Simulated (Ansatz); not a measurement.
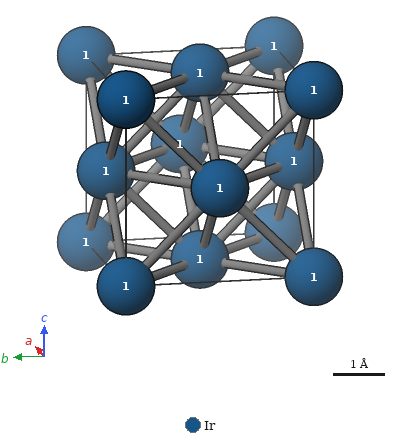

*The structure as given in the input (ball-and-stick view of the cell 4 times as large as that of the calculation, set on its symmetry axes, seen at an oblique angle; atoms are numbered from 1 in the order of the input).*

Near neighbours in the crystal (not all of them lie inside the picture): Ir has 12 Ir at 2.71 Å.

Geometry relaxation of Ir

Ir (1 atom in the cell), computed with DFT, PBEsol, PAW with Ansatz's default frozen-core files, scalar-relativistic, no spin polarisation (Ansatz 0.2.0).

The structure was built on a prototype by a generator; it need not be a known phase. It belongs to a series of runs on one base structure; here: bulk cell relaxed. Figures and captions count atoms from 1; the log counts them from 0 in places.

Input
```yaml
crystal:
  lattice:
    - [0.0, 1.9155237883, 1.9155237883]
    - [1.9155237883, 0.0, 1.9155237883]
    - [1.9155237883, 1.9155237883, 0.0]
  atoms:
    - { symbol: Ir, position: [0.0, 0.0, 0.0] }
kpoints:
  mp_grid: { grid: [19, 19, 19] }
scf:
  occupations: { method: fermi_dirac, width: 0.08 }
hamiltonian:
  xc: pbesol
  pseudopotentials: { kind: paw }
output:
  forces: true
  stress: true
  write_density: true
  write_potential: true
  elf: true
  volumetric_format: npy
relax:
  f_tol: 0.005
  max_steps: 40
  cell: {}
```

Run on 2 threads of Intel Xeon (Granite Rapids), 16 GiB of memory available, shared host.

Launched with:
```bash
ansatz run input.yaml --threads 2 --pin off --max-ram 5120MiB --backend cpu --events-out ev --progress --plain --runs-dir out
```

Output
```
Engine: ansatz 0.2.0, x86_64-unknown-linux-gnu
Pseudopotentials: kind: paw
Pseudopotential: Ir, paw, valence charge 17, recommended cutoff 420 eV (normal), Ir.paw.azcp
Functional definition: PBEsol
  exchange = pbesol_x
  correlation = pbesol_c
Crystal: 1 atoms, lattice volume = 14.057 Å³
Basis set: ecut = 420 eV, 283 PW (Γ), exchange–correlation on 40×40×40 points (8 copies of the dense FFT grid, shifted against one another)
Bands: 13, of which v1, the nominal top of the filled ones, is band 9 counted from 1 (8 counted from 0)
Symmetry: 48 space group operations
Space group: Fm-3m (ITA 225), of the structure as read, at distance tolerance 2.4e-5 Å
k-points: 220 of 6859
Non-local potential: Ir, projectors of the file, l = 0: 3, l = 1: 2, l = 2: 2, l = 3: 1
PAW form: soft (Blöchl's): semilocal exchange-correlation on the pseudo side does not see the compensation charge
PAW frozen core: Ir, regenerated for the run's functional, and the local potential with it (the file was generated under x = pbe(κ = 0.804, μ = 0.2195149727645171), c = pbe(β = 0.06672455060314922))
PAW one-centre angular grid: Ir, 590 points (default); XC on 64 Gauss nodes
Initial density: superposition of atomic densities (neutral atoms: chi_scale 0, normalization atom), corrected by the library's trained network
Initial wavefunctions: pseudopotential atomic-orbital guess
Functional: x = pbesol(κ = 0.804, μ = 0.12345679012345678), c = pbesol(β = 0.046)
SCF iter   1: F=—  HF=-11799.039632 eV  |F-HF|=—  |Δ(HF+E_count)|=         —  Δρ=5.49e-3  dr2=1.71e-3  ethr=1.77e-3  ⟨swp⟩=5.0  Hψ=14490  notcnv=0
preconditioner: auto → none  [metal: Δε(μ)=0.019 eV  Ē_g=14.282 eV  σ=0.080 eV  W_gap=0.06  n_scr=0 (ndim 8)  ℏωp=29.7 eV  f_vac=0.000  D(μ)=1.15/eV (n_scr^D=14)]
SCF iter   2: F=—  HF=-11799.039322 eV  |F-HF|=—  |Δ(HF+E_count)|=   3.10e-4  Δρ=2.31e-3  dr2=1.12e-4  ethr=1.00e-5  ⟨swp⟩=2.4  Hψ=5956  notcnv=0
SCF iter   3: F=—  HF=-11799.039444 eV  |F-HF|=—  |Δ(HF+E_count)|=   1.22e-4  Δρ=1.01e-3  dr2=2.09e-5  ethr=6.59e-7  ⟨swp⟩=1.1  Hψ=2977  notcnv=0
SCF iter   4: F=—  HF=-11799.039474 eV  |F-HF|=—  |Δ(HF+E_count)|=   2.98e-5  Δρ=4.25e-5  dr2=9.10e-8  ethr=1.23e-7  ⟨swp⟩=2.1  Hψ=3863  notcnv=0
iter 5 did not close the SCF: its close was put off for the readings that it lacked (scf_convergence_deferred on its scf_iter line)
SCF iter   5: F=-11799.039474 eV  HF=-11799.039474 eV  |F-HF|=4.56e-9  |Δ(HF+E_count)|=   1.31e-8  Δρ=7.19e-6  dr2=6.24e-9  ethr=5.35e-10  ⟨swp⟩=2.3  Hψ=4056  notcnv=0
SCF iter   6: F=-11799.039474 eV  HF=-11799.039474 eV  |F-HF|=9.28e-11  |Δ(HF+E_count)|=   2.13e-9  Δρ=1.12e-6  dr2=1.39e-10  ethr=3.67e-11  ⟨swp⟩=4.3  Hψ=13455  notcnv=0
SCF 1 converged in 6 iterations: F = -11799.039474 eV  dr2 = 1.39e-10
  greatest PAW one-centre occupation: 1.000 electrons in one spin orbital (limit 2), on the Ir atom at site 0 (counted from 0), in its partial waves of l = 0
relax step   1: F+E_penalty+E_count = -11799.03947351 eV  Δ(F+E_penalty+E_count) = +0.000e0 eV  max|allowed force component| = 0.000e0 eV/Å  Δτ_max = 0.0000 Å  P = +0.089 GPa  Ω = 14.057 Å³  (6 SCF iters, dr2 threshold 1.00e-7 eV, accepted)
Crystal: 1 atoms, lattice volume = 14.066 Å³
Initial density: handed on by an earlier stage of this run
Initial wavefunctions: those handed on with the density
iter 1 solved again at ethr=2.98e-10 eV; its pass at ethr=3.10e-3 eV (dr2=5.07e-8 eV) is discarded
SCF iter   1: F=—  HF=-11799.039468 eV  |F-HF|=—  |Δ(HF+E_count)|=         —  Δρ=2.86e-5  dr2=6.07e-8  ethr=2.98e-10  ⟨swp⟩=2.7  Hψ=19219  notcnv=0
preconditioner: auto → none  [metal: Δε(μ)=0.004 eV  Ē_g=14.289 eV  σ=0.080 eV  W_gap=0.01  n_scr=0 (ndim 8)  ℏωp=29.7 eV  f_vac=0.000  D(μ)=1.15/eV (n_scr^D=14)]
SCF iter   2: F=-11799.039468 eV  HF=-11799.039468 eV  |F-HF|=4.67e-9  |Δ(HF+E_count)|=   1.33e-7  Δρ=1.25e-5  dr2=5.70e-9  ethr=1.18e-10  ⟨swp⟩=4.9  Hψ=13956  notcnv=0
SCF 2 converged in 2 iterations: F = -11799.039468 eV  dr2 = 5.70e-9
relax step   2: F+E_penalty+E_count = -11799.03946759 eV  Δ(F+E_penalty+E_count) = +5.922e-6 eV  max|allowed force component| = 0.000e0 eV/Å  Δτ_max = 0.0000 Å  P = -0.159 GPa  Ω = 14.066 Å³  energy of the carried Pulay correction = -3.953e-6 eV  (2 SCF iters, dr2 threshold 2.00e-8 eV, rejected (line search))
Crystal: 1 atoms, lattice volume = 14.060 Å³
iter 1 solved again at ethr=9.13e-11 eV; its pass at ethr=3.10e-3 eV (dr2=1.55e-8 eV) is discarded
SCF iter   1: F=—  HF=-11799.039473 eV  |F-HF|=—  |Δ(HF+E_count)|=         —  Δρ=1.28e-5  dr2=2.22e-8  ethr=9.13e-11  ⟨swp⟩=3.3  Hψ=19732  notcnv=0
preconditioner: auto → none  [metal: Δε(μ)=0.004 eV  Ē_g=14.294 eV  σ=0.080 eV  W_gap=0.01  n_scr=0 (ndim 8)  ℏωp=29.7 eV  f_vac=0.000  D(μ)=1.15/eV (n_scr^D=14)]
SCF iter   2: F=—  HF=-11799.039473 eV  |F-HF|=—  |Δ(HF+E_count)|=   1.38e-7  Δρ=2.37e-6  dr2=2.93e-10  ethr=9.13e-11  ⟨swp⟩=2.3  Hψ=4412  notcnv=0
SCF iter   3: F=—  HF=-11799.039473 eV  |F-HF|=—  |Δ(HF+E_count)|=  3.09e-11  Δρ=1.04e-6  dr2=4.08e-11  ethr=1.00e-12  ⟨swp⟩=5.0  Hψ=10575  notcnv=0
SCF iter   4: F=-11799.039473 eV  HF=-11799.039473 eV  |F-HF|=5.46e-12  |Δ(HF+E_count)|=  2.91e-11  Δρ=4.43e-8  dr2=6.20e-14  ethr=1.00e-12  ⟨swp⟩=4.9  Hψ=10246  notcnv=0
SCF 3 converged in 4 iterations: F = -11799.039473 eV  dr2 = 6.20e-14
relax step   3: F+E_penalty+E_count = -11799.03947300 eV  Δ(F+E_penalty+E_count) = +5.108e-7 eV  max|allowed force component| = 0.000e0 eV/Å  Δτ_max = 0.0000 Å  P = +0.000 GPa  Ω = 14.060 Å³  energy of the carried Pulay correction = -1.422e-6 eV  (4 SCF iters, accepted)
Initial wavefunctions: pseudopotential atomic-orbital guess (no wavefunctions were taken with the density)
iter 1 solved again at ethr=3.67e-8 eV; its pass at ethr=3.10e-3 eV (dr2=6.23e-6 eV) is discarded
SCF iter   1: F=—  HF=-11799.039477 eV  |F-HF|=—  |Δ(HF+E_count)|=         —  Δρ=2.18e-6  dr2=1.32e-10  ethr=3.67e-8  ⟨swp⟩=3.0  Hψ=21952  notcnv=0
eigensolver tolerance schedule: the retry pair's looser diagonalisation over-reported the residual by 47305.71 of it (diagonalisation noise at 1.27 of the residual, at the tolerance the schedule requests for it); recorded, not acted on — ethr = c·dr2/N_el stays at c = 1.0e-1
SCF iter   2: F=—  HF=-11799.039477 eV  |F-HF|=—  |Δ(HF+E_count)|=   4.20e-7  Δρ=1.05e-6  dr2=2.61e-11  ethr=1.00e-12  ⟨swp⟩=3.0  Hψ=5636  notcnv=0
SCF iter   3: F=-11799.039477 eV  HF=-11799.039477 eV  |F-HF|=9.09e-12  |Δ(HF+E_count)|=  3.64e-12  Δρ=3.96e-7  dr2=3.16e-12  ethr=1.00e-12  ⟨swp⟩=6.0  Hψ=13174  notcnv=0
SCF 4 converged in 3 iterations: F = -11799.039477 eV  dr2 = 3.16e-12
relax step   4: F+E_penalty+E_count = -11799.03947741 eV  Δ(F+E_penalty+E_count) = -4.410e-6 eV  max|allowed force component| = 0.000e0 eV/Å  Δτ_max = 0.0000 Å  P = -0.001 GPa  Ω = 14.060 Å³  stress off target by 9.92e-4 GPa  SCF on the basis re-selected at this cell (its energy is not comparable with the rows above)  (3 SCF iters)
```

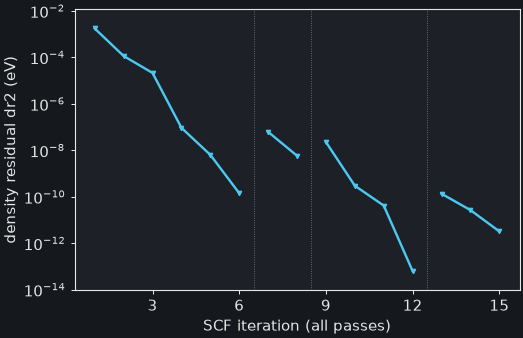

*Convergence of the self-consistent field: density residual dr2 against the SCF iteration. The dotted lines part the SCF passes of the relaxation: geometry steps, rejected trials and re-solves on a re-selected basis.*

The passes take 6, 2, 4 and 3 iterations.

```
basis re-selected at this cell: Δ(F+E_penalty+E_count) = -4.410e-6 eV, ΔP = -0.001 GPa vs the last step (what re-selecting the basis moved, of the pressure what is left beyond the Pulay correction that the steps carried, after the strain that the cell walked since its last selection, with what the two solves' SCF thresholds leave and, on support functions, any second-order correction that the steps lacked; it is no measure of the basis error at this ecutwfc). This SCF's stress stands 9.92e-4 GPa from its target on what of the cell is left free (relax.cell.stress_tol is 5.00e-2 GPa) and its largest allowed force component is 0.00e0 eV/Å (relax.f_tol is 5.00e-3 eV/Å): within both
SCF converged after 3 iterations
Free energy (F): -11799.039477 eV
Harris-Foulkes:  -11799.039477 eV  (|F-HF|=9.09e-12)
Internal energy: -11799.016309 eV  (E = F + TS)
E sigma→0 (E₀):  -11799.027893 eV
Entropy (-TS):   -0.023169 eV (-23.169 meV/atom)
Fermi energy:    25.835767 eV
--- Per-component energies (eV) ---
  E_band       = -82.497555
  E_kinetic    = 623.492611
  E_local      = -1059.064733  (includes V_loc(G=0)·N_el)
  E_nonlocal   = 75.818931
  E_hartree    = 405.840977
  E_xc         = -266.668172
  E_vxc        = -299.919411  (∫ρ·V_xc dr)
  E_paw        = -9088.727661  (= ΣΔE_a)
  E_vpaw       = -234.506984  (= ΣTr[D̂ρ^β])
  E_aug_tail   = 0.000051  (compensation charges beyond the density's cutoff)
  E_ewald      = -2489.973598
  E_core_change = 0.265285  (= ΣΔE_core)
  E_smearing   = -0.023169  (= −TS)
  E_closure    = 0.000000  (closes the sum)
  Σ components = -11799.039477   (vs F -11799.039477, Δ=0.00e0)
--- Forces (eV/Å), atoms counted from 1 ---
  atom   1  Ir    -0.00000000    -0.00000000     0.00000000
  max |Σ_I F_I| component: 5.92e-31 eV/Å
--- Stress (GPa, compression-positive) ---
       -0.000992      -0.000000      -0.000000
        0.000000      -0.000992      -0.000000
       -0.000000      -0.000000      -0.000992
  P = ⅓ Tr σ = -0.0010 GPa (-0.010 kbar)
--- Band table (eV; the first three rows and the last of 220) ---
  k-point 0: bands = ["-67.0573", "-23.5001", "-23.5001", "-23.5001", "14.6064", "21.9145", "21.9145", "21.9145", "24.6590", "24.6590", "39.4026", "44.9378", "44.9378"]
  k-point 1: bands = ["-67.0554", "-23.5230", "-23.5032", "-23.5032", "14.7317", "21.8460", "21.9690", "21.9690", "24.6223", "24.6223", "39.6213", "44.3443", "45.1470"]
  k-point 2: bands = ["-67.0501", "-23.5888", "-23.5123", "-23.5123", "15.0959", "21.6672", "22.1141", "22.1141", "24.5385", "24.5385", "40.2291", "43.1043", "45.7592"]
  k-point 219: bands = ["-66.9670", "-24.0522", "-24.0212", "-23.8023", "19.5128", "20.6403", "21.1691", "24.0596", "27.2968", "33.5893", "34.6922", "35.5137", "39.3423"]
--- Relaxed structure (3 steps of the walk, 2 accepted, 1 SCFs on fresh bases) ---
  F+E_penalty+E_count = -11799.03947741 eV   max|allowed force component| = 0.000e0 eV/Å   (the final SCF, on the basis selected at the relaxed cell)
  cell:  # Å, volume = 14.0603 Å³
    - [-2.420301715625405e-34, 1.9156721455360328, 1.9156721455360328]
    - [1.9156721455360328, -1.1783047826071052e-34, 1.9156721455360328]
    - [1.9156721455360328, 1.9156721455360328, -7.961518801399359e-35]
  atoms:
    - { symbol: Ir, position: [0.0, 0.0, 0.0] }
```

File rho_z.tsv
```
# z_ang	rho[e/angstrom^3]
# format = ansatz-planar-average/11
# lattice	-0.000000000	1.915672146	1.915672146
# lattice	1.915672146	-0.000000000	1.915672146
# lattice	1.915672146	1.915672146	-0.000000000
# sites	1
# site	77	0.000000000	0.000000000	0.000000000
0.000000	2.230485e0
0.135458	2.180408e0
0.270917	2.026509e0
0.406375	1.770292e0
0.541834	1.441437e0
0.677292	1.098796e0
0.812751	8.034435e-1
0.948209	5.919748e-1
1.083668	4.661409e-1
1.219126	4.039338e-1
1.354585	3.852649e-1
1.490043	4.039338e-1
1.625502	4.661409e-1
1.760960	5.919748e-1
1.896419	8.034435e-1
2.031877	1.098796e0
2.167336	1.441437e0
2.302794	1.770292e0
2.438253	2.026509e0
2.573711	2.180408e0
```

Trajectory as extended XYZ (Å, eV, eV/Å), 4 frames, from step=1 to step=4
```
1
Lattice="0.0000 1.9155 1.9155 1.9155 0.0000 1.9155 1.9155 1.9155 0.0000" Properties=species:S:1:pos:R:3:forces:R:3 step=1 energy=-11799.03947 pressure_GPa=0.09
Ir    0.0000    0.0000    0.0000    0.0000   0.0000   0.0000
1
Lattice="0.0000 1.9159 1.9159 1.9159 0.0000 1.9159 1.9159 1.9159 0.0000" Properties=species:S:1:pos:R:3:forces:R:3 step=2 energy=-11799.03947 pressure_GPa=-0.16 accepted=F
Ir    0.0000    0.0000    0.0000    0.0000   0.0000   0.0000
1
Lattice="0.0000 1.9157 1.9157 1.9157 0.0000 1.9157 1.9157 1.9157 0.0000" Properties=species:S:1:pos:R:3:forces:R:3 step=3 energy=-11799.03947 pressure_GPa=0.00
Ir    0.0000    0.0000    0.0000    0.0000   0.0000   0.0000
1
Lattice="0.0000 1.9157 1.9157 1.9157 0.0000 1.9157 1.9157 1.9157 0.0000" Properties=species:S:1:pos:R:3:forces:R:3 step=4 energy=-11799.03948 pressure_GPa=-0.00
Ir    0.0000    0.0000    0.0000    0.0000   0.0000   0.0000
```

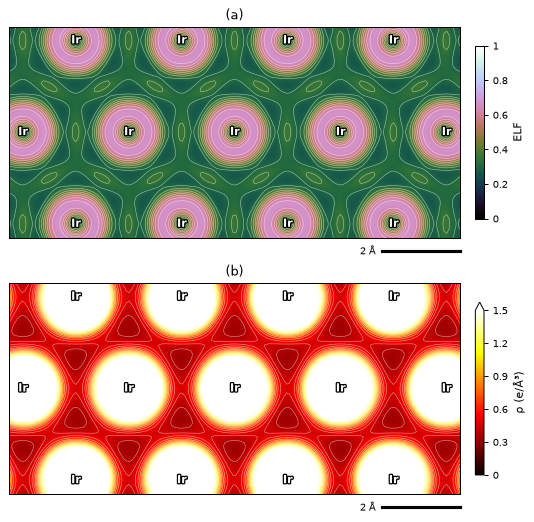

*(a) ELF; (b) valence charge density (pseudo) on the (111) plane of the conventional cell.*

The section cuts through Ir sites. Away from the nuclei the density in this plane falls to 0.33 e/Å³ at its lowest. The strong features right at Ir lie inside the PAW spheres (semicore, d or f shells) and say nothing about bonding. Core electrons are frozen (PAW), so the fields are smoothed inside the atomic spheres.

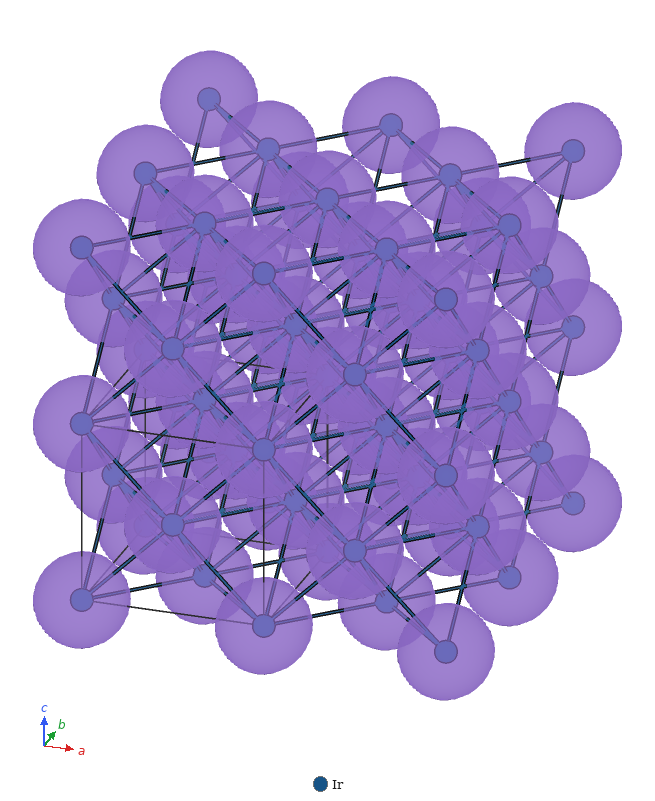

*Isosurface of the valence charge density (pseudo) at 1 e/Å³ (purple), seen at an oblique angle. Sticks mark near contacts. The outline is the cell set on symmetry axes.*

At this value the density breaks into separate islands; it holds about 70 % of the electrons treated as valence (semicore included). It is pinched off along the Ir–Ir (2.71 Å) contacts. On the grid the lowest density along these lines, outside the cores, is 0.45 e/Å³ (Ir–Ir, 2.71 Å).

Results in brief

```json
{"quantity": "outcome", "value": "converged"}
{"quantity": "space group (tolerance 0.01 Å)", "value": "Fm-3m (225)"}
{"quantity": "electrons treated", "value": "17"}
{"quantity": "free energy", "value": "−11799.0395 eV"}
{"quantity": "Fermi energy", "value": "25.836 eV"}
{"quantity": "pressure", "value": "0.00 GPa"}
{"quantity": "final volume", "value": "14.06 Å³"}
{"quantity": "largest force (length of the vector) at the end", "value": "under 0.001 eV/Å"}
{"quantity": "final cell", "value": "a = 2.709 Å, b = 2.709 Å, c = 2.709 Å, α = 60.00°, β = 60.00°, γ = 60.00°"}
{"quantity": "wall time", "value": "2.2 s (CPU time 4.1 s)"}
{"quantity": "peak memory", "value": "0.37 GiB"}
```

Spin–orbit coupling is left out, which matters for Ir.
